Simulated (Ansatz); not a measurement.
# HfH: one candidate of a structure search

The task: take a trial cell of HfH to zero force and stress.

Program: Ansatz 0.2.0. Level of theory: DFT PBE, scalar-relativistic, plane waves, PAW. These are calculated values, not measurements.

### 1 Starting point

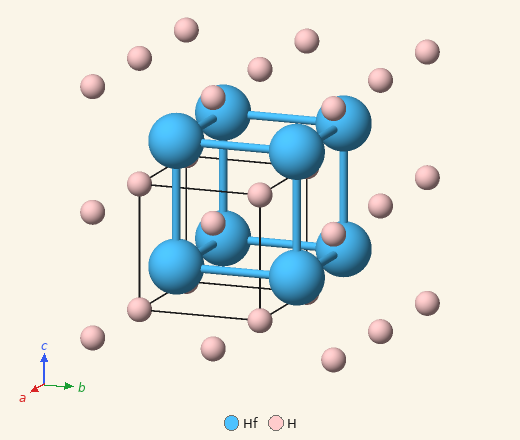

The starting structure, seen slightly off an axis (hafnium blue, hydrogen pink). 2×2×2 cells are drawn. Atoms on the faces are drawn again on the opposite ones.

As a file:

```
Hf H
1.0
     3.10918    0.00000    0.00000
     0.00000    3.10918    0.00000
     0.00000    0.00000    3.10918
Hf H
1 1
Cartesian
  1.5546 1.5546 1.5546
  0.0000 0.0000 0.0000
```

The cell is invented: species swapped into a database cell of TiNi (Pm-3m, No. 221), with Hf on the Ti sites and H on the Ni sites. Its size is a rough estimate.

### 2 A first look at the guess

Input file input.yaml:

```yaml
crystal:
  lattice:
    - [3.10918469, 0.0, 0.0]
    - [0.0, 3.10918469, 0.0]
    - [0.0, 0.0, 3.10918469]
  atoms:
    - { symbol: Hf, position: [0.5, 0.5, 0.5] }
    - { symbol: H, position: [0.0, 0.0, 0.0] }
basis:
  ecutwfc: 420
kpoints:
  mp_grid: { grid: [6, 6, 6] }
hamiltonian:
  xc: pbe
scf:
  occupations: { method: gaussian, width: 0.1 }
  lower_state_search: "off"
output:
  forces: true
  stress: true
  eigenvalues: true
```

On the command line:

```
ansatz run input.yaml --threads 1 --pin off --max-ram 2560MiB --backend cpu --events-out ev --progress --plain --runs-dir out
```

What it wrote, shortened:

```text
Warning: RAYON_NUM_THREADS=1 ignored (pool sized by the plan → 1); use --threads N
[...]
Pseudopotentials: kind: paw
Pseudopotential: Hf, paw, valence charge 26, recommended cutoff 420 eV (normal), Hf.paw.azcp
Pseudopotential: H, paw, valence charge 1, recommended cutoff 420 eV (normal), H.paw.azcp
Functional definition: PBE
[...]
Crystal: 2 atoms, lattice volume = 30.057 Å³
Basis set: ecut = 420 eV, 587 PW (Γ), exchange–correlation on 48×48×48 points (8 copies of the dense FFT grid, shifted against one another)
Bands: 18, of which v1, the nominal top of the filled ones, is band 14 counted from 1 (13 counted from 0)
Symmetry: 48 space group operations
Space group: Pm-3m (ITA 221), of the structure as read, at distance tolerance 3.1e-5 Å
k-points: 20 of 216
[...]
SCF iter   1: F=—  HF=-15736.194851 eV  |F-HF|=—  |Δ(HF+E_count)|=         —  Δρ=3.63e-3  dr2=5.88e-3  ethr=1.77e-3  ⟨swp⟩=4.1  Hψ=1431  notcnv=0
[...]
SCF iter   6: F=-15736.193740 eV  HF=-15736.193740 eV  |F-HF|=1.06e-9  |Δ(HF+E_count)|=   1.13e-6  Δρ=6.22e-6  dr2=6.90e-9  ethr=3.70e-10  ⟨swp⟩=4.0  Hψ=1651  notcnv=0
[...]
SCF converged after 6 iterations
Free energy (F): -15736.193740 eV
[...]
E sigma→0 (E₀):  -15736.189326 eV
Entropy (-TS):   -0.008828 eV (-4.414 meV/atom)
Fermi energy:    14.882868 eV
[...]
--- Forces (eV/Å), atoms counted from 1 ---
  atom   1  Hf     0.00000000    -0.00000000     0.00000000
  atom   2  H     -0.00000000    -0.00000000    -0.00000000
[...]
--- Stress (GPa, compression-positive) ---
      -14.320639       0.000000       0.000000
        0.000000     -14.320639       0.000000
        0.000000       0.000000     -14.320639
  P = ⅓ Tr σ = -14.3206 GPa (-143.206 kbar)
--- Band table (eV; the first three rows and the last of 20) ---
  k-point 0: bands = ["-47.3370", "-15.7444", "-15.7444", "-15.7444", "2.6863", "2.6871", "2.6871", "2.6871", "2.7336", "2.7336", "2.7336", "6.4982", "13.5671", "13.5671", "19.8497", "19.8732", "19.8732", "19.8732"]
[...]
```

It took 0.95 s on 1 thread of Arm Neoverse V1, shared host; peak memory 0.27 GiB.

From the probe: pressure -14.3 GPa, largest force 0.00 eV/Å, gap on this mesh none (metal). A cheap, loose relaxation comes first.

### 3 Coarse relaxation

Changes to input.yaml since step 2:

```diff
@@ -21 +21,6 @@
   eigenvalues: true
+relax:
+  adjacent_minimum: "off"
+  f_tol: 0.04
+  max_steps: 70
+  cell: { stress_tol: 0.4 }
```

On the command line:

```
ansatz run input.yaml --threads 1 --pin off --max-ram 2560MiB --backend cpu --events-out ev --progress --plain --runs-dir out
```

What it wrote:

```text
Warning: RAYON_NUM_THREADS=1 ignored (pool sized by the plan → 1); use --threads N
Engine: ansatz 0.2.0, aarch64-unknown-linux-gnu
Pseudopotentials: kind: paw
Pseudopotential: Hf, paw, valence charge 26, recommended cutoff 420 eV (normal), Hf.paw.azcp
Pseudopotential: H, paw, valence charge 1, recommended cutoff 420 eV (normal), H.paw.azcp
Functional definition: PBE
  parameter kappa = 0.804
  parameter beta = 0.06672455060314922
  exchange = pbe_x(kappa = kappa, mu = beta*pi^2/3)
  correlation = pbe_c(beta = beta)
Crystal: 2 atoms, lattice volume = 30.057 Å³
Basis set: ecut = 420 eV, 587 PW (Γ), exchange–correlation on 48×48×48 points (8 copies of the dense FFT grid, shifted against one another)
Bands: 18, of which v1, the nominal top of the filled ones, is band 14 counted from 1 (13 counted from 0)
Symmetry: 48 space group operations
Space group: Pm-3m (ITA 221), of the structure as read, at distance tolerance 3.1e-5 Å
k-points: 20 of 216
Non-local potential: Hf, projectors of the file, l = 0: 3, l = 1: 2, l = 2: 2, l = 3: 3
Non-local potential: H, projectors of the file, l = 0: 2, l = 1: 1
PAW form: soft (Blöchl's): semilocal exchange-correlation on the pseudo side does not see the compensation charge
PAW one-centre angular grid: Hf, 590 points (default); XC on 64 Gauss nodes
PAW one-centre angular grid: H, 110 points (default); XC on 64 Gauss nodes
Initial density: superposition of atomic densities (neutral atoms: chi_scale 0, normalization atom), corrected by the library's trained network
Initial wavefunctions: pseudopotential atomic-orbital guess
Functional: x = pbe(κ = 0.804, μ = 0.2195149727645171), c = pbe(β = 0.06672455060314922)
SCF iter   1: F=—  HF=-15736.194851 eV  |F-HF|=—  |Δ(HF+E_count)|=         —  Δρ=3.63e-3  dr2=5.88e-3  ethr=1.77e-3  ⟨swp⟩=4.1  Hψ=1431  notcnv=0
preconditioner: auto → none  [metal: Δε(μ)=0.101 eV  Ē_g=17.904 eV  σ=0.100 eV  W_gap=0.49  n_scr=6 (ndim 8)  ℏωp=33.9 eV  f_vac=0.000  D(μ)=1.74/eV (n_scr^D=18)  sad-step TF]
SCF iter   2: F=—  HF=-15736.194280 eV  |F-HF|=—  |Δ(HF+E_count)|=   5.71e-4  Δρ=2.21e-3  dr2=2.31e-3  ethr=2.18e-5  ⟨swp⟩=1.1  Hψ=521  notcnv=0
SCF iter   3: F=—  HF=-15736.193917 eV  |F-HF|=—  |Δ(HF+E_count)|=   3.63e-4  Δρ=5.15e-4  dr2=4.70e-5  ethr=8.56e-6  ⟨swp⟩=2.1  Hψ=550  notcnv=0  defer=1
SCF iter   4: F=—  HF=-15736.193742 eV  |F-HF|=—  |Δ(HF+E_count)|=   1.75e-4  Δρ=2.92e-4  dr2=1.22e-5  ethr=1.74e-7  ⟨swp⟩=2.2  Hψ=647  notcnv=0
SCF iter   5: F=—  HF=-15736.193741 eV  |F-HF|=—  |Δ(HF+E_count)|=   1.08e-6  Δρ=7.04e-5  dr2=1.15e-6  ethr=4.52e-8  ⟨swp⟩=2.0  Hψ=626  notcnv=0
SCF iter   6: F=-15736.193740 eV  HF=-15736.193740 eV  |F-HF|=1.06e-9  |Δ(HF+E_count)|=   1.13e-6  Δρ=6.22e-6  dr2=6.90e-9  ethr=3.70e-10  ⟨swp⟩=4.0  Hψ=1651  notcnv=0
SCF 1 converged in 6 iterations: F = -15736.193740 eV  dr2 = 6.90e-9
relax step   1: F+E_penalty+E_count = -15736.19373955 eV  Δ(F+E_penalty+E_count) = +0.000e0 eV  max|allowed force component| = 2.327e-29 eV/Å  Δτ_max = 0.0000 Å  P = -14.321 GPa  Ω = 30.057 Å³  (6 SCF iters, dr2 threshold 1.00e-7 eV, accepted)
Crystal: 2 atoms, lattice volume = 25.872 Å³
Basis set: ecut = 420 eV, 485 PW (Γ), exchange–correlation on 48×48×48 points (8 copies of the dense FFT grid, shifted against one another)
Initial density: handed on by an earlier stage of this run
Initial wavefunctions: those handed on with the density
iter 1 solved again at ethr=2.66e-5 eV; its pass at ethr=3.10e-3 eV (dr2=7.19e-3 eV) is discarded
SCF iter   1: F=—  HF=-15736.454917 eV  |F-HF|=—  |Δ(HF+E_count)|=         —  Δρ=7.67e-3  dr2=7.64e-3  ethr=2.66e-5  ⟨swp⟩=1.3  Hψ=1977  notcnv=0
preconditioner: auto → none  [insulator: Δε(μ)=0.322 eV  Ē_g=18.065 eV  σ=0.100 eV  W_gap=0.66  n_scr=6 (ndim 8)  ℏωp=36.5 eV  f_vac=0.000  D(μ)=1.52/eV (n_scr^D=18)  ε∞_Penn≈5.1]
SCF iter   2: F=—  HF=-15736.452833 eV  |F-HF|=—  |Δ(HF+E_count)|=   2.08e-3  Δρ=2.59e-3  dr2=1.03e-3  ethr=2.66e-5  ⟨swp⟩=2.0  Hψ=632  notcnv=0
SCF iter   3: F=—  HF=-15736.452736 eV  |F-HF|=—  |Δ(HF+E_count)|=   9.69e-5  Δρ=1.35e-3  dr2=2.22e-4  ethr=3.80e-6  ⟨swp⟩=2.0  Hψ=558  notcnv=0
SCF iter   4: F=—  HF=-15736.452777 eV  |F-HF|=—  |Δ(HF+E_count)|=   4.13e-5  Δρ=3.47e-4  dr2=1.33e-5  ethr=8.23e-7  ⟨swp⟩=2.0  Hψ=617  notcnv=0  defer=1
SCF iter   5: F=—  HF=-15736.452780 eV  |F-HF|=—  |Δ(HF+E_count)|=   3.01e-6  Δρ=3.16e-5  dr2=3.13e-7  ethr=4.94e-8  ⟨swp⟩=2.0  Hψ=494  notcnv=0  defer=1
SCF iter   6: F=-15736.452780 eV  HF=-15736.452780 eV  |F-HF|=1.96e-9  |Δ(HF+E_count)|=   1.20e-7  Δρ=6.60e-6  dr2=8.25e-9  ethr=7.41e-10  ⟨swp⟩=5.1  Hψ=1429  notcnv=0
SCF 2 converged in 6 iterations: F = -15736.452780 eV  dr2 = 8.25e-9
relax step   2: F+E_penalty+E_count = -15736.45278023 eV  Δ(F+E_penalty+E_count) = -2.590e-1 eV  max|allowed force component| = 1.686e-29 eV/Å  Δτ_max = 0.0000 Å  P = -3.896 GPa  Ω = 25.872 Å³  energy of the carried Pulay correction = +2.181e-3 eV  (6 SCF iters, dr2 threshold 2.00e-7 eV, accepted)
Crystal: 2 atoms, lattice volume = 24.594 Å³
Basis set: ecut = 420 eV, 461 PW (Γ), exchange–correlation on 48×48×48 points (8 copies of the dense FFT grid, shifted against one another)
iter 1 solved again at ethr=3.80e-6 eV; its pass at ethr=3.10e-3 eV (dr2=1.03e-3 eV) is discarded
SCF iter   1: F=—  HF=-15736.464599 eV  |F-HF|=—  |Δ(HF+E_count)|=         —  Δρ=2.90e-3  dr2=1.08e-3  ethr=3.80e-6  ⟨swp⟩=1.3  Hψ=1921  notcnv=0
preconditioner: auto → none  [insulator: Δε(μ)=0.292 eV  Ē_g=18.280 eV  σ=0.100 eV  W_gap=0.65  n_scr=6 (ndim 8)  ℏωp=37.4 eV  f_vac=0.000  D(μ)=1.51/eV (n_scr^D=18)  ε∞_Penn≈5.2]
SCF iter   2: F=—  HF=-15736.464305 eV  |F-HF|=—  |Δ(HF+E_count)|=   2.95e-4  Δρ=9.65e-4  dr2=1.37e-4  ethr=3.80e-6  ⟨swp⟩=2.0  Hψ=632  notcnv=0
SCF iter   3: F=—  HF=-15736.464299 eV  |F-HF|=—  |Δ(HF+E_count)|=   5.72e-6  Δρ=5.20e-4  dr2=3.12e-5  ethr=5.09e-7  ⟨swp⟩=2.0  Hψ=551  notcnv=0
SCF iter   4: F=—  HF=-15736.464307 eV  |F-HF|=—  |Δ(HF+E_count)|=   8.15e-6  Δρ=1.42e-4  dr2=2.09e-6  ethr=1.15e-7  ⟨swp⟩=2.0  Hψ=623  notcnv=0
SCF iter   5: F=-15736.464308 eV  HF=-15736.464308 eV  |F-HF|=1.05e-8  |Δ(HF+E_count)|=   1.10e-6  Δρ=1.01e-5  dr2=1.99e-8  ethr=7.41e-10  ⟨swp⟩=3.4  Hψ=1393  notcnv=0
SCF 3 converged in 5 iterations: F = -15736.464308 eV  dr2 = 1.99e-8
relax step   3: F+E_penalty+E_count = -15736.46430828 eV  Δ(F+E_penalty+E_count) = -1.153e-2 eV  max|allowed force component| = 7.930e-30 eV/Å  Δτ_max = 0.0000 Å  P = +1.407 GPa  Ω = 24.594 Å³  energy of the carried Pulay correction = +2.913e-3 eV  (5 SCF iters, dr2 threshold 2.00e-7 eV, accepted)
Crystal: 2 atoms, lattice volume = 24.921 Å³
iter 1 solved again at ethr=1.36e-7 eV; its pass at ethr=3.10e-3 eV (dr2=3.68e-5 eV) is discarded
SCF iter   1: F=—  HF=-15736.465480 eV  |F-HF|=—  |Δ(HF+E_count)|=         —  Δρ=7.80e-4  dr2=8.08e-5  ethr=1.36e-7  ⟨swp⟩=2.2  Hψ=1885  notcnv=0
eigensolver tolerance schedule calibrated: the retry pair's looser diagonalisation under-reported the residual by θ = 0.54 (0.13/decade); ethr = c·dr2/N_el runs at the constant in force after the calibration composes with the one it found (an armed cap, an earlier calibration), c = 6.4e-2
preconditioner: auto → none  [insulator: Δε(μ)=0.303 eV  Ē_g=18.304 eV  σ=0.100 eV  W_gap=0.65  n_scr=6 (ndim 8)  ℏωp=37.2 eV  f_vac=0.000  D(μ)=1.51/eV (n_scr^D=18)  ε∞_Penn≈5.1]
SCF iter   2: F=—  HF=-15736.465458 eV  |F-HF|=—  |Δ(HF+E_count)|=   2.24e-5  Δρ=2.54e-4  dr2=9.86e-6  ethr=1.36e-7  ⟨swp⟩=2.0  Hψ=633  notcnv=0
SCF iter   3: F=—  HF=-15736.465456 eV  |F-HF|=—  |Δ(HF+E_count)|=   1.25e-6  Δρ=1.40e-4  dr2=2.32e-6  ethr=2.34e-8  ⟨swp⟩=2.0  Hψ=564  notcnv=0
SCF iter   4: F=—  HF=-15736.465457 eV  |F-HF|=—  |Δ(HF+E_count)|=   5.90e-7  Δρ=3.80e-5  dr2=1.52e-7  ethr=4.74e-10  ⟨swp⟩=3.1  Hψ=1537  notcnv=0
SCF iter   5: F=-15736.465457 eV  HF=-15736.465457 eV  |F-HF|=2.17e-9  |Δ(HF+E_count)|=   8.97e-8  Δρ=3.80e-6  dr2=3.42e-9  ethr=3.61e-10  ⟨swp⟩=4.0  Hψ=1090  notcnv=0
SCF 4 converged in 5 iterations: F = -15736.465457 eV  dr2 = 3.42e-9
relax step   4: F+E_penalty+E_count = -15736.46545708 eV  Δ(F+E_penalty+E_count) = -1.149e-3 eV  max|allowed force component| = 5.443e-29 eV/Å  Δτ_max = 0.0000 Å  P = -0.076 GPa  Ω = 24.921 Å³  energy of the carried Pulay correction = +2.723e-3 eV  (5 SCF iters, dr2 threshold 2.00e-7 eV, accepted)
Basis set: ecut = 420 eV, 461 PW (Γ), exchange–correlation on 40×40×40 points (8 copies of the dense FFT grid, shifted against one another)
Initial wavefunctions: pseudopotential atomic-orbital guess (no wavefunctions were taken with the density)
iter 1 solved again at ethr=9.80e-9 eV; its pass at ethr=3.10e-3 eV (dr2=2.65e-6 eV) is discarded
SCF iter   1: F=—  HF=-15736.463602 eV  |F-HF|=—  |Δ(HF+E_count)|=         —  Δρ=2.80e-4  dr2=2.06e-6  ethr=9.80e-9  ⟨swp⟩=3.5  Hψ=2728  notcnv=0
preconditioner: auto → none  [insulator: Δε(μ)=0.302 eV  Ē_g=18.291 eV  σ=0.100 eV  W_gap=0.65  n_scr=6 (ndim 8)  ℏωp=37.2 eV  f_vac=0.000  D(μ)=1.51/eV (n_scr^D=18)  ε∞_Penn≈5.1]
SCF iter   2: F=—  HF=-15736.463636 eV  |F-HF|=—  |Δ(HF+E_count)|=   3.37e-5  Δρ=1.68e-4  dr2=2.14e-6  ethr=7.64e-9  ⟨swp⟩=3.0  Hψ=707  notcnv=0
SCF iter   3: F=—  HF=-15736.463638 eV  |F-HF|=—  |Δ(HF+E_count)|=   1.58e-6  Δρ=8.49e-5  dr2=2.07e-7  ethr=7.64e-9  ⟨swp⟩=2.0  Hψ=630  notcnv=0
SCF iter   4: F=—  HF=-15736.463639 eV  |F-HF|=—  |Δ(HF+E_count)|=   1.08e-6  Δρ=3.38e-5  dr2=3.43e-8  ethr=7.65e-10  ⟨swp⟩=2.1  Hψ=540  notcnv=0
SCF iter   5: F=—  HF=-15736.463639 eV  |F-HF|=—  |Δ(HF+E_count)|=   2.04e-7  Δρ=7.51e-6  dr2=1.68e-9  ethr=1.27e-10  ⟨swp⟩=2.0  Hψ=552  notcnv=0
SCF iter   6: F=-15736.463639 eV  HF=-15736.463639 eV  |F-HF|=7.82e-11  |Δ(HF+E_count)|=   1.07e-8  Δρ=6.74e-7  dr2=1.77e-11  ethr=4.74e-12  ⟨swp⟩=4.7  Hψ=1335  notcnv=0
SCF 5 converged in 6 iterations: F = -15736.463639 eV  dr2 = 1.77e-11
relax step   5: F+E_penalty+E_count = -15736.46363895 eV  Δ(F+E_penalty+E_count) = +1.818e-3 eV  max|allowed force component| = 3.737e-29 eV/Å  Δτ_max = 0.0000 Å  P = -0.136 GPa  Ω = 24.921 Å³  stress off target by 1.36e-1 GPa  SCF on the basis re-selected at this cell (its energy is not comparable with the rows above)  (6 SCF iters)
basis re-selected at this cell: Δ(F+E_penalty+E_count) = +1.818e-3 eV, ΔP = -0.060 GPa vs the last step (what re-selecting the basis moved, of the pressure what is left beyond the Pulay correction that the steps carried, after the strain that the cell walked since its last selection, with what the two solves' SCF thresholds leave and, on support functions, any second-order correction that the steps lacked; it is no measure of the basis error at this ecutwfc). The dense FFT grid was sized anew with the basis: this SCF ran on 20×20×20 points, the steps before it on 24×24×24, so part of this shift can come from that change (see relax.cell in the input reference). This SCF's stress stands 1.36e-1 GPa from its target on what of the cell is left free (relax.cell.stress_tol is 4.00e-1 GPa) and its largest allowed force component is 3.74e-29 eV/Å (relax.f_tol is 4.00e-2 eV/Å): within both
SCF converged after 6 iterations
Free energy (F): -15736.463639 eV
Harris-Foulkes:  -15736.463639 eV  (|F-HF|=7.82e-11)
Internal energy: -15736.456070 eV  (E = F + TS)
E sigma→0 (E₀):  -15736.459854 eV
Entropy (-TS):   -0.007569 eV (-3.785 meV/atom)
Fermi energy:    18.380060 eV
--- Per-component energies (eV) ---
  E_band       = 11.116182
  E_kinetic    = 440.065034
  E_local      = -5387.698599  (includes V_loc(G=0)·N_el)
  E_nonlocal   = -1242.978982
  E_hartree    = 2530.057956
  E_xc         = -309.769737
  E_vxc        = -278.824072  (∫ρ·V_xc dr)
  E_paw        = -6928.612233  (= ΣΔE_a)
  E_vpaw       = 1420.437708  (= ΣTr[D̂ρ^β])
  E_aug_tail   = -0.000955  (compensation charges beyond the density's cutoff)
  E_ewald      = -4837.518556
  E_smearing   = -0.007569  (= −TS)
  E_closure    = -0.000000  (closes the sum)
  Σ components = -15736.463639   (vs F -15736.463639, Δ=0.00e0)
--- Forces (eV/Å), atoms counted from 1 ---
  atom   1  Hf    -0.00000000     0.00000000     0.00000000
  atom   2  H      0.00000000     0.00000000     0.00000000
  max |Σ_I F_I| component: 7.67e-29 eV/Å
--- Stress (GPa, compression-positive) ---
       -0.136153       0.000000       0.000000
        0.000000      -0.136153      -0.000000
        0.000000      -0.000000      -0.136153
  P = ⅓ Tr σ = -0.1362 GPa (-1.362 kbar)
--- Band table (eV; the first three rows and the last of 20) ---
  k-point 0: bands = ["-43.3883", "-11.6754", "-11.6754", "-11.6754", "6.6777", "6.6777", "6.6777", "6.6975", "6.7401", "6.7401", "6.7401", "9.0199", "16.6737", "16.6737", "24.5556", "24.5556", "24.5556", "24.9391"]
  k-point 1: bands = ["-43.3737", "-11.9220", "-11.6543", "-11.6543", "6.6705", "6.6848", "6.6848", "6.6942", "6.7139", "6.7467", "6.7467", "9.6584", "16.8906", "17.1132", "23.1909", "23.1909", "23.4524", "24.6539"]
  k-point 2: bands = ["-43.3443", "-12.3889", "-11.6118", "-11.6118", "6.6564", "6.6676", "6.6878", "6.6958", "6.6958", "6.7644", "6.7644", "11.3142", "16.3532", "17.3738", "21.5007", "21.5007", "24.0905", "24.8583"]
  k-point 19: bands = ["-43.2163", "-12.3527", "-12.3527", "-12.3527", "6.6197", "6.7008", "6.7008", "6.7008", "6.7334", "6.7334", "6.7334", "15.8694", "16.2972", "16.2972", "16.2972", "27.1360", "27.1360", "27.5875"]
--- Relaxed structure (4 steps of the walk, 4 accepted, 1 SCFs on fresh bases) ---
  F+E_penalty+E_count = -15736.46363895 eV   max|allowed force component| = 3.737e-29 eV/Å   (the final SCF, on the basis selected at the relaxed cell)
  cell:  # Å, volume = 24.9207 Å³
    - [2.920923116863557, 6.419766481290785e-35, 7.703719777548943e-34]
    - [8.345696425678021e-34, 2.920923116863557, 2.5679065925163143e-34]
    - [8.9876730738071e-34, 0.0, 2.920923116863557]
  atoms:
    - { symbol: Hf, position: [0.49999999999999994, 0.49999999999999994, 0.49999999999999994] }
    - { symbol: H, position: [-7.746345025127082e-47, -8.065526920427386e-36, -7.7429058435194e-36] }
```

It took 4.5 s on 1 thread of Arm Neoverse V1, shared host; peak memory 0.28 GiB.

Step by step:

| step | E - E(step 1) (eV/cell) | largest force component (eV/Å) | pressure (GPa) | volume (Å³) |
| --- | --- | --- | --- | --- |
| 1 | 0.0000 | 0.0000 | -14.32 | 30.06 |
| 2 | -0.2590 | 0.0000 | -3.90 | 25.87 |
| 3 | -0.2706 | 0.0000 | 1.41 | 24.59 |
| 4 | -0.2717 | 0.0000 | -0.08 | 24.92 |
| 5 | -0.2699 | 0.0000 | -0.14 | 24.92 |

Step 1 is the start. Step 5 repeats the geometry before it on a plane-wave basis chosen anew for that cell, so its energy need not be comparable with the rows above.

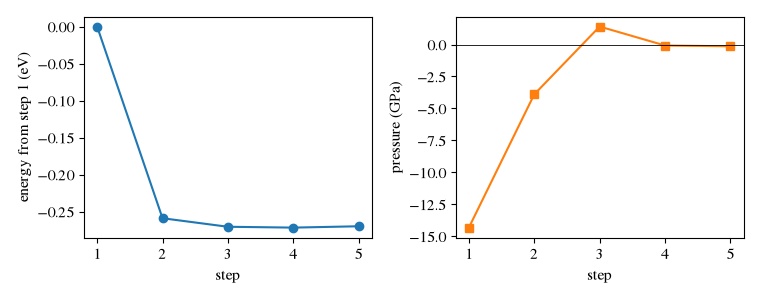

Energy and pressure along the relaxation.

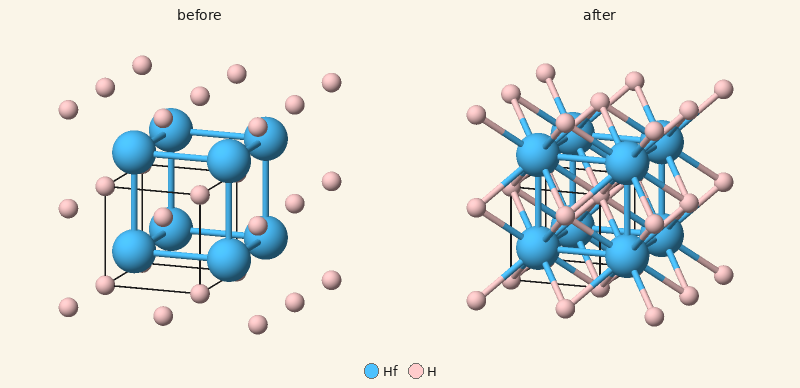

Before and after, at one scale.

|  | before | after | change |
| --- | --- | --- | --- |
| a (Å) | 3.109 | 2.921 | -6.1 % |
| b (Å) | 3.109 | 2.921 | -6.1 % |
| c (Å) | 3.109 | 2.921 | -6.1 % |
| volume (Å³/atom) | 15.03 | 12.46 | -17.1 % |
| shortest distance (Å) | 2.693 | 2.530 | -6.1 % |
| space group (0.01 Å) | Pm-3m | Pm-3m | same |

The run keeps the 48 symmetry operations of the start, so it could not have lowered the symmetry.

[end of part 1 of 2]
